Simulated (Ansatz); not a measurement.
## Run report: Zn17GaO18, geometry relaxation (part 3 of 3)

The same run, continued: Zn17GaO18 (defect cell, 36 atoms in the cell); DFT PBE, scalar-relativistic, plane waves, PAW, spin-polarised (Ansatz 0.2.0); cutoff 420 eV, 2×2×2 k-mesh, Gaussian smearing of 0.02 eV, collinear spins. The structure derives from a Materials Project entry. It belongs to a series of runs on one base structure; here: Ga_Zn, charge +0, atoms relaxed at the host's cell.

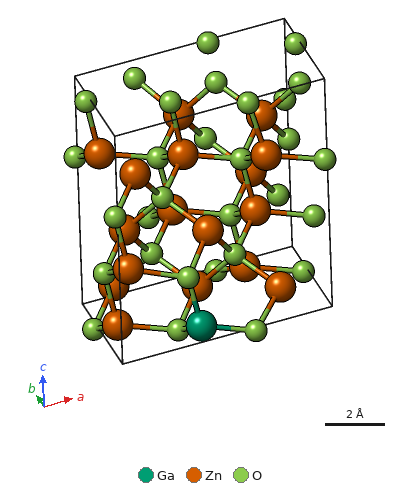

**Figure 1.** The geometry at step 3 of the log (ball-and-stick view of the cell of the calculation, seen slightly off an axis).

### Output, continued
```
  k-point 1 ↓: bands = ["-11.2335", "-10.9375", "-10.9046", "-10.8913", "-10.6680", "-10.5306", "-10.4826", "-10.4457", "-10.3631", "-10.3165", "-10.3097", "-10.2524", "-10.2471", "-10.2211", "-10.2151", "-10.1792", "-10.1485", "-10.1365", "-6.6120", "-6.6119", "-6.4738", "-6.4734", "-6.4726", "0.2502", "0.9807", "1.0174", "1.0194", "1.0314", "1.0581", "1.0661", "1.0902", "1.1122", "1.1294", "1.1315", "1.1793", "1.1863", "1.2034", "1.2626", "1.3240", "1.3479",
      "1.3613", "1.3760", "1.4056", "1.4077", "1.4174", "1.4528", "1.4599", "1.4681", "1.4975", "1.5034", "1.5161", "1.5184", "1.5574", "1.5670", "1.5842", "1.6041", "1.6057", "1.6347", "1.6675", "1.6737", "1.6878", "1.7101", "1.7259", "1.7549", "1.7736", "1.7922", "1.8089", "1.8168", "1.8323", "1.8692", "1.9181", "1.9647", "1.9776", "2.0059", "2.0933", "2.1082", "2.2229", "2.2652", "2.3010", "2.3076",
      "2.3304", "2.3427", "2.3581", "2.3805", "2.3937", "2.4068", "2.4082", "2.4192", "2.4311", "2.4477", "2.4619", "2.4736", "2.4744", "2.4873", "2.5016", "2.5021", "2.5275", "2.5382", "2.5535", "2.5541", "2.5860", "2.6008", "2.6319", "2.6338", "2.6391", "2.6699", "2.6839", "2.7487", "2.7526", "2.8717", "2.9797", "2.9981", "3.1172", "3.1633", "3.1652", "3.2788", "3.3011", "3.3772", "3.4789", "3.5456",
      "3.5487", "3.7579", "3.9444", "3.9715", "4.1614", "4.2593", "4.2924", "4.3376", "4.4874", "4.5053", "4.5139", "4.5968", "4.6103", "4.6867", "4.7698", "4.8843", "4.9732", "4.9829", "5.0993", "5.1272", "5.1776", "5.2965", "5.3793", "5.4773", "5.4791", "5.5460", "5.5684", "5.5924", "5.6174", "5.6773", "5.7017", "5.7275", "5.7804", "5.9342", "5.9402", "5.9866", "6.0015", "6.0435", "6.1131", "6.2407",
      "6.4747", "6.5459", "8.9618", "10.3028", "10.7018", "10.7727", "11.2555", "12.0245", "12.3439", "12.3789", "12.5408", "12.6481", "12.6836", "13.0841", "13.0931", "13.0989", "13.1367", "13.1661", "14.1609", "14.2035", "14.4929", "14.5680", "14.6014", "14.7569", "14.8573", "14.9618", "15.0274", "15.0360", "15.1515", "15.2369", "15.2431", "15.3043", "15.3188", "15.9298", "16.0696", "16.1296", "16.5068", "16.6635", "16.7555"]
--- Relaxed structure (5 steps of the walk, 5 accepted, 0 SCFs on fresh bases) ---
  F+E_penalty+E_count = -70427.44743177 eV   max|allowed force component| = 1.404e-2 eV/Å
  atoms:
    - { symbol: Ga, position: [0.3889086147987667, 0.05557528146543335, 0.05557528146543336] }
    - { symbol: Zn, position: [0.05233035647149881, 0.38949833910229703, 0.05603121988289528] }
    - { symbol: Zn, position: [0.3893645532162286, 0.7189970231381655, 0.38949833910229703] }
    - { symbol: Zn, position: [0.3893645532162286, 0.38949833910229703, 0.7189970231381655] }
    - { symbol: Zn, position: [0.05233035647149886, 0.05603121988289521, 0.38949833910229703] }
    - { symbol: Zn, position: [0.7228316724356303, 0.7189970231381655, 0.05603121988289533] }
    - { symbol: Zn, position: [0.7223181403720771, 0.3889848070387438, 0.3889848070387437] }
    - { symbol: Zn, position: [0.054020531962591434, 0.7206871986292581, 0.720687198629258] }
    - { symbol: Zn, position: [0.7228316724356303, 0.05603121988289517, 0.7189970231381655] }
    - { symbol: Zn, position: [0.4458079081507669, 0.44527721582903723, 0.11247457481743345] }
    - { symbol: Zn, position: [0.10983064394154124, 0.7764973106082079, 0.11317926372808118] }
    - { symbol: Zn, position: [0.44580790815076676, 0.11247457481743334, 0.4452772158290371] }
    - { symbol: Zn, position: [0.44651259706141466, 0.7764973106082078, 0.7764973106082078] }
    - { symbol: Zn, position: [0.11013834912252468, 0.4440809235544898, 0.4440809235544898] }
    - { symbol: Zn, position: [0.7786105491623705, 0.11247457481743348, 0.11247457481743353] }
    - { symbol: Zn, position: [0.7774142568878231, 0.7768050157891914, 0.4440809235544898] }
    - { symbol: Zn, position: [0.1098306439415411, 0.11317926372808113, 0.7764973106082078] }
    - { symbol: Zn, position: [0.7774142568878232, 0.4440809235544899, 0.7768050157891915] }
    - { symbol: O, position: [0.26898053541274486, 0.9356472020794117, 0.9356472020794118] }
    - { symbol: O, position: [0.9286312765803414, 0.26190337317341633, 0.929205122674263] }
    - { symbol: O, position: [0.26253845600759607, 0.5952979432470079, 0.2619033731734163] }
    - { symbol: O, position: [0.2625384560075962, 0.2619033731734163, 0.595297943247008] }
    - { symbol: O, position: [0.9286312765803413, 0.9292051226742629, 0.26190337317341633] }
    - { symbol: O, position: [0.5952367065067495, 0.595297943247008, 0.9292051226742628] }
    - { symbol: O, position: [0.5955065602832241, 0.26217322694989087, 0.26217322694989087] }
    - { symbol: O, position: [0.9285288507155899, 0.5951955173822565, 0.5951955173822566] }
    - { symbol: O, position: [0.5952367065067494, 0.9292051226742627, 0.5952979432470078] }
    - { symbol: O, position: [0.32122172152456197, 0.305269592065322, 0.9878883881912287] }
    - { symbol: O, position: [0.9857289255300803, 0.6523955921967469, 0.9844217708284546] }
    - { symbol: O, position: [0.3212217215245621, 0.9878883881912288, 0.305269592065322] }
    - { symbol: O, position: [0.317755104161788, 0.652395592196747, 0.6523955921967469] }
    - { symbol: O, position: [0.9848373592603358, 0.3174401305578075, 0.3174401305578075] }
    - { symbol: O, position: [0.6386029253986553, 0.9878883881912288, 0.9878883881912287] }
    - { symbol: O, position: [0.6507734638911408, 0.6515040259270024, 0.3174401305578074] }
    - { symbol: O, position: [0.9857289255300804, 0.9844217708284548, 0.652395592196747] }
    - { symbol: O, position: [0.6507734638911405, 0.31744013055780723, 0.6515040259270023] }
--- Löwdin populations: 36 sites ---
  site symbol       q [e]    m [muB]
     0     Ga     12.2320     0.0228
     1     Zn     10.6057     0.0148
     2     Zn     10.6057     0.0148
     3     Zn     10.6057     0.0148
     4     Zn     10.6057     0.0148
     5     Zn     10.6057     0.0148
     6     Zn     10.6061     0.0117
     7     Zn     10.6086     0.0147
     8     Zn     10.6057     0.0148
     9     Zn     10.6006     0.0141
    10     Zn     10.6024     0.0154
    11     Zn     10.6006     0.0141
    12     Zn     10.6024     0.0154
    13     Zn     10.6043     0.0118
    14     Zn     10.6006     0.0141
    15     Zn     10.6043     0.0118
    16     Zn     10.6024     0.0154
    17     Zn     10.6043     0.0118
    18      O      7.0289     0.0110
    19      O      7.2469     0.0110
    20      O      7.2469     0.0110
    21      O      7.2469     0.0110
    22      O      7.2469     0.0110
    23      O      7.2469     0.0110
    24      O      7.2441     0.0105
    25      O      7.2497     0.0106
    26      O      7.2469     0.0110
    27      O      7.0257     0.0112
    28      O      7.2425     0.0118
    29      O      7.0257     0.0112
    30      O      7.2425     0.0118
    31      O      7.2485     0.0112
    32      O      7.0257     0.0112
    33      O      7.2485     0.0112
    34      O      7.2425     0.0118
    35      O      7.2485     0.0112
  spilling = 0.009055 (of n_electrons = 325.000000)
```

### File populations.tsv
```
# site	symbol	l	j	q_up	q_dn
# orbitals = lowdin
# n_electrons = 325.000000
# spilling = 0.009055
0	Ga	0_4S	-	0.436605	0.418930
0	Ga	1_4P	-	0.696981	0.691858
0	Ga	2_3D	-	4.993804	4.993783
1	Zn	0_4S	-	0.321327	0.306789
1	Zn	2_3D	-	4.988921	4.988694
2	Zn	0_4S	-	0.321327	0.306789
2	Zn	2_3D	-	4.988921	4.988694
3	Zn	0_4S	-	0.321327	0.306789
3	Zn	2_3D	-	4.988921	4.988694
4	Zn	0_4S	-	0.321327	0.306789
4	Zn	2_3D	-	4.988921	4.988694
5	Zn	0_4S	-	0.321327	0.306789
5	Zn	2_3D	-	4.988921	4.988694
6	Zn	0_4S	-	0.319957	0.308555
6	Zn	2_3D	-	4.988955	4.988628
7	Zn	0_4S	-	0.322627	0.308152
7	Zn	2_3D	-	4.989004	4.988791
8	Zn	0_4S	-	0.321327	0.306789
8	Zn	2_3D	-	4.988921	4.988694
9	Zn	0_4S	-	0.318424	0.304588
9	Zn	2_3D	-	4.988947	4.988689
10	Zn	0_4S	-	0.319988	0.304758
10	Zn	2_3D	-	4.988920	4.988730
11	Zn	0_4S	-	0.318424	0.304588
11	Zn	2_3D	-	4.988947	4.988689
12	Zn	0_4S	-	0.319988	0.304758
12	Zn	2_3D	-	4.988920	4.988730
13	Zn	0_4S	-	0.319053	0.307534
13	Zn	2_3D	-	4.989024	4.988721
14	Zn	0_4S	-	0.318424	0.304588
14	Zn	2_3D	-	4.988947	4.988689
15	Zn	0_4S	-	0.319053	0.307534
15	Zn	2_3D	-	4.989024	4.988721
16	Zn	0_4S	-	0.319988	0.304758
16	Zn	2_3D	-	4.988920	4.988730
17	Zn	0_4S	-	0.319053	0.307534
17	Zn	2_3D	-	4.989024	4.988721
18	O	0_2S	-	0.905674	0.900363
18	O	1_2P	-	2.614284	2.608547
19	O	0_2S	-	0.943793	0.939423
19	O	1_2P	-	2.685147	2.678507
20	O	0_2S	-	0.943793	0.939423
20	O	1_2P	-	2.685147	2.678507
21	O	0_2S	-	0.943793	0.939423
21	O	1_2P	-	2.685147	2.678507
22	O	0_2S	-	0.943793	0.939423
22	O	1_2P	-	2.685147	2.678507
23	O	0_2S	-	0.943793	0.939423
23	O	1_2P	-	2.685147	2.678507
24	O	0_2S	-	0.942879	0.938782
24	O	1_2P	-	2.684401	2.678004
25	O	0_2S	-	0.943073	0.939190
25	O	1_2P	-	2.687115	2.680366
26	O	0_2S	-	0.943793	0.939423
26	O	1_2P	-	2.685147	2.678507
27	O	0_2S	-	0.905748	0.900661
27	O	1_2P	-	2.612683	2.606600
28	O	0_2S	-	0.943950	0.939228
28	O	1_2P	-	2.683182	2.676107
29	O	0_2S	-	0.905748	0.900661
29	O	1_2P	-	2.612683	2.606600
30	O	0_2S	-	0.943950	0.939228
30	O	1_2P	-	2.683182	2.676107
31	O	0_2S	-	0.943666	0.939555
31	O	1_2P	-	2.686203	2.679071
32	O	0_2S	-	0.905748	0.900661
32	O	1_2P	-	2.612683	2.606600
33	O	0_2S	-	0.943666	0.939555
33	O	1_2P	-	2.686203	2.679071
34	O	0_2S	-	0.943950	0.939228
34	O	1_2P	-	2.683182	2.676107
35	O	0_2S	-	0.943666	0.939555
35	O	1_2P	-	2.686203	2.679071
```

### Trajectory as extended XYZ (Å, eV, eV/Å), 3 of the 5 frames kept, from step=1 to step=5
```
36
Lattice="-0.0000 -5.6801 -5.2932 -4.9191 2.8400 -5.2932 4.9191 2.8400 -5.2932" Properties=species:S:1:pos:R:3:forces:R:3 step=1 energy=-70427.09194
Ga    0.0000   -1.8934   -2.6434    0.0000   0.0000   0.0274
Zn   -1.6397    0.9467   -2.6434   -0.0096   0.4499   0.1299
Zn   -1.6397    0.9467   -7.9366    0.3944  -0.2167   0.1299
Zn    1.6397    0.9467   -7.9366   -0.3944  -0.2167   0.1299
Zn    1.6397    0.9467   -2.6434    0.0096   0.4499   0.1299
Zn   -3.2794   -1.8934   -7.9366    0.3848  -0.2332   0.1299
Zn    0.0000   -1.8934   -7.9366    0.0000   0.0000  -0.0493
Zn    0.0000    3.7867   -7.9366    0.0000   0.0000   0.1332
Zn    3.2794   -1.8934   -7.9366   -0.3848  -0.2332   0.1299
Zn   -1.6397   -0.9467   -5.2900   -0.0350   0.0202  -0.4516
Zn   -3.2794    1.8934   -5.2900    0.3633   0.2097   0.2022
Zn    1.6397   -0.9467   -5.2900    0.0350   0.0202  -0.4516
Zn    0.0000    1.8934  -10.5832    0.0000  -0.4195   0.2022
Zn    0.0000    1.8934   -5.2900    0.0000   0.0917  -0.0051
Zn    0.0000   -3.7867   -5.2900    0.0000  -0.0404  -0.4516
Zn   -1.6397   -0.9467  -10.5832    0.0794  -0.0458  -0.0051
Zn    3.2794    1.8934   -5.2900   -0.3633   0.2097   0.2022
Zn    1.6397   -0.9467  -10.5832   -0.0794  -0.0458  -0.0051
O     0.0000    3.7867  -11.2231    0.0000   0.0000  -1.3083
O     3.2794   -1.8934  -11.2231    0.0912  -0.0667  -0.0027
O    -1.6397    0.9467   -5.9299   -0.1034  -0.0456  -0.0027
O     1.6397    0.9467   -5.9299    0.1034  -0.0456  -0.0027
O    -3.2794   -1.8934  -11.2231   -0.0912  -0.0667  -0.0027
O     1.6397    0.9467  -11.2231   -0.0122   0.1123  -0.0027
O     0.0000   -1.8934   -5.9299    0.0000   0.0000   0.1994
O     0.0000   -1.8934  -11.2231    0.0000   0.0000  -0.0126
O    -1.6397    0.9467  -11.2231    0.0122   0.1123  -0.0027
O     3.2794    1.8934   -8.5765    1.0664  -0.6157   0.3975
O     1.6397   -0.9467  -13.8697   -0.0104  -0.0060  -0.0814
O    -3.2794    1.8934   -8.5765   -1.0664  -0.6157   0.3975
O     0.0000    1.8934   -8.5765    0.0000   0.0121  -0.0814
O     0.0000   -3.7867   -8.5765    0.0000  -0.1159   0.0207
O     0.0000    1.8934  -13.8697    0.0000   1.2314   0.3975
O    -1.6397   -0.9467   -8.5765   -0.1004   0.0580   0.0207
O    -1.6397   -0.9467  -13.8697    0.0104  -0.0060  -0.0814
O     1.6397   -0.9467   -8.5765    0.1004   0.0580   0.0207
36
Lattice="-0.0000 -5.6801 -5.2932 -4.9191 2.8400 -5.2932 4.9191 2.8400 -5.2932" Properties=species:S:1:pos:R:3:forces:R:3 step=3 energy=-70427.39886
Ga    0.0000   -1.8934   -2.6462    0.0000   0.0000  -0.0938
Zn   -1.6402    0.9640   -2.6360   -0.0004  -0.0161   0.0034
Zn   -1.6244    0.9384   -7.9292   -0.0137   0.0084   0.0034
Zn    1.6244    0.9384   -7.9292    0.0137   0.0084   0.0034
Zn    1.6402    0.9640   -2.6360    0.0004  -0.0161   0.0034
Zn   -3.2646   -1.9025   -7.9292   -0.0142   0.0077   0.0034
Zn    0.0000   -1.8934   -7.9413    0.0000   0.0000   0.0114
Zn    0.0000    3.7867   -7.9150    0.0000   0.0000   0.0250
Zn    3.2646   -1.9025   -7.9292    0.0142   0.0077   0.0034
Zn   -1.6378   -0.9478   -5.3068    0.0220  -0.0127   0.0189
Zn   -3.2696    1.8990   -5.2928   -0.0077  -0.0044  -0.0292
Zn    1.6378   -0.9478   -5.3068   -0.0220  -0.0127   0.0189
Zn    0.0000    1.8821  -10.5860    0.0000   0.0089  -0.0292
Zn    0.0000    1.8953   -5.2861    0.0000  -0.0061   0.0010
Zn    0.0000   -3.7845   -5.3068    0.0000   0.0254   0.0189
Zn   -1.6380   -0.9477  -10.5792   -0.0053   0.0030   0.0010
Zn    3.2696    1.8990   -5.2928    0.0077  -0.0044  -0.0292
Zn    1.6380   -0.9477  -10.5792    0.0053   0.0030   0.0010
O     0.0000    3.7867  -11.3707    0.0000   0.0000   0.7396
O     3.2865   -1.8954  -11.2184   -0.0187   0.0159  -0.0076
O    -1.6450    0.9416   -5.9252    0.0231   0.0082  -0.0076
O     1.6450    0.9416   -5.9252   -0.0231   0.0082  -0.0076
O    -3.2865   -1.8954  -11.2184    0.0187   0.0159  -0.0076
O     1.6415    0.9538  -11.2184    0.0045  -0.0241  -0.0076
O     0.0000   -1.8934   -5.9219    0.0000   0.0000  -0.0483
O     0.0000   -1.8934  -11.2145    0.0000   0.0000  -0.0088
O    -1.6415    0.9538  -11.2184   -0.0045  -0.0241  -0.0076
O     3.3873    1.8311   -8.5323   -0.5373   0.3102  -0.2119
O     1.6299   -0.9523  -13.8853    0.0246   0.0142   0.0199
O    -3.3873    1.8311   -8.5323    0.5373   0.3102  -0.2119
O     0.0000    1.9047   -8.5921    0.0000  -0.0284   0.0199
O     0.0000   -3.7948   -8.5745    0.0000   0.0249   0.0013
O     0.0000    2.0179  -13.8255    0.0000  -0.6204  -0.2119
O    -1.6467   -0.9426   -8.5745    0.0215  -0.0124   0.0013
O    -1.6299   -0.9523  -13.8853   -0.0246   0.0142   0.0199
O     1.6467   -0.9426   -8.5745   -0.0215  -0.0124   0.0013
36
Lattice="-0.0000 -5.6801 -5.2932 -4.9191 2.8400 -5.2932 4.9191 2.8400 -5.2932" Properties=species:S:1:pos:R:3:forces:R:3 step=5 energy=-70427.44743
Ga    0.0000   -1.8934   -2.6469    0.0000   0.0000   0.0055
Zn   -1.6404    0.9681   -2.6353   -0.0074   0.0052   0.0037
Zn   -1.6208    0.9365   -7.9284    0.0082   0.0038   0.0037
Zn    1.6208    0.9365   -7.9284   -0.0082   0.0038   0.0037
Zn    1.6404    0.9681   -2.6353    0.0074   0.0052   0.0037
Zn   -3.2612   -1.9046   -7.9284    0.0008  -0.0090   0.0037
Zn    0.0000   -1.8934   -7.9413    0.0000   0.0000  -0.0062
Zn    0.0000    3.7867   -7.9154    0.0000   0.0000  -0.0068
Zn    3.2612   -1.9046   -7.9284   -0.0008  -0.0090   0.0037
Zn   -1.6371   -0.9482   -5.3120   -0.0079   0.0045  -0.0061
Zn   -3.2629    1.9029   -5.2906    0.0015   0.0009   0.0016
Zn    1.6371   -0.9482   -5.3120    0.0079   0.0045  -0.0061
Zn    0.0000    1.8743  -10.5837    0.0000  -0.0018   0.0016
Zn    0.0000    1.8968   -5.2842    0.0000   0.0018  -0.0021
Zn    0.0000   -3.7837   -5.3120    0.0000  -0.0091  -0.0061
Zn   -1.6367   -0.9484  -10.5774    0.0015  -0.0009  -0.0021
Zn    3.2629    1.9029   -5.2906   -0.0015   0.0009   0.0016
Zn    1.6367   -0.9484  -10.5774   -0.0015  -0.0009  -0.0021
O     0.0000    3.7867  -11.3289    0.0000   0.0000  -0.0118
O     3.2825   -1.8919  -11.2202    0.0096  -0.0107   0.0031
O    -1.6400    0.9432   -5.9270   -0.0140  -0.0030   0.0031
O     1.6400    0.9432   -5.9270    0.0140  -0.0030   0.0031
O    -3.2825   -1.8919  -11.2202   -0.0096  -0.0107   0.0031
O     1.6425    0.9487  -11.2202   -0.0044   0.0136   0.0031
O     0.0000   -1.8934   -5.9276    0.0000   0.0000   0.0136
O     0.0000   -1.8934  -11.2158    0.0000   0.0000   0.0008
O    -1.6425    0.9487  -11.2202    0.0044   0.0136   0.0031
O     3.3579    1.8481   -8.5452    0.0110  -0.0063   0.0027
O     1.6333   -0.9504  -13.8816   -0.0078  -0.0045  -0.0036
O    -3.3579    1.8481   -8.5452   -0.0110  -0.0063   0.0027
O     0.0000    1.9008   -8.5884    0.0000   0.0090  -0.0036
O     0.0000   -3.7909   -8.5735    0.0000  -0.0087  -0.0045
O     0.0000    1.9840  -13.8384    0.0000   0.0127   0.0027
O    -1.6433   -0.9446   -8.5735   -0.0076   0.0044  -0.0045
O    -1.6333   -0.9504  -13.8816    0.0078  -0.0045  -0.0036
O     1.6433   -0.9446   -8.5735    0.0076   0.0044  -0.0045
```

### Summary

```csv
quantity,value
outcome,converged
electrons treated,325
free energy,−70427.4474 eV
Fermi energy,8.932 eV
gap on the k-point mesh,none (metallic)
net moment of the cell,0.47 μB
integrated absolute moment,0.48 μB
final volume,443.69 Å³
largest force (length of the vector) at the end,0.015 eV/Å
wall time,63 s (CPU time 8.1 min)
peak memory,2 GiB
```
